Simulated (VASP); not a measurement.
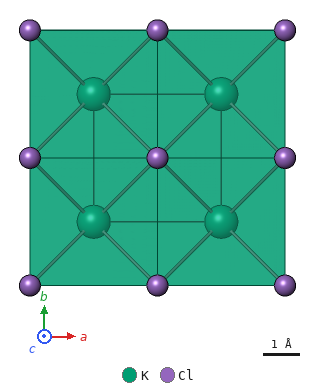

This is the input geometry for a relaxation of crystalline KCl (set up in Pm-3m). The picture is a polyhedral view of the cell of the calculation, seen along the c axis.

The run lets cell and atoms move.

The calculation used Kohn-Sham DFT of a periodic cell, LDA, VASP PAW LDA potentials, recommended (VASP 6.6.1).

Input
```
SYSTEM = KCl
PREC = Accurate
ENCUT = 250
EDIFF = 1E-7
ISMEAR = 0
SIGMA = 0.02
LREAL = .False.
LASPH = .True.
NELM = 100
ALGO = Normal
ISIF = 3
LWAVE = .False.
LCHARG = .False.
GGA = CA
IBRION = 2
NSW = 80
EDIFFG = -0.002
```

Run as
```bash
cat potpaw_LDA.64/K_sv/POTCAR potpaw_LDA.64/Cl/POTCAR > POTCAR
mpirun -np 1 vasp_std > vasp.out
```

The structure:
```xyz
2
Lattice="3.6340 0.0000 0.0000 0.0000 3.6340 0.0000 0.0000 0.0000 3.6340" Properties=species:S:1:pos:R:3 pbc="T T T"
K     0.0000    0.0000    0.0000
Cl    1.8170    1.8170    1.8170
```

What does the optimiser find from here?

Over 2 geometry steps the energy falls by 9.9 meV per cell of the calculation. All forces vanish by symmetry, so only the cell relaxes. The pressure goes from −1.61 to −0.01 GPa. No atom moves by more than 0.005 Å relative to the cell. The drawn cell changes as follows: a = b = c 3.634 → 3.585 Å (−1.3 %); the volume changes by −4.0 %. Near-neighbour distances that change, for instance: K–K 3.634 → 3.585 Å, Cl–K 3.147 → 3.105 Å. The space group stays Pm-3m (No. 221).

Step by step:

```json
{"step": "0", "E − E(0), meV/atom": "0.00", "pressure, GPa": "-1.61", "volume, Å³/atom": "23.995"}
{"step": "1", "E − E(0), meV/atom": "-4.86", "pressure, GPa": "-0.23", "volume, Å³/atom": "23.165"}
{"step": "2", "E − E(0), meV/atom": "-4.95", "pressure, GPa": "-0.01", "volume, Å³/atom": "23.044"}
```

After the run, drawn alike:

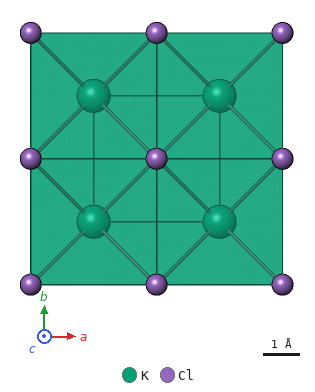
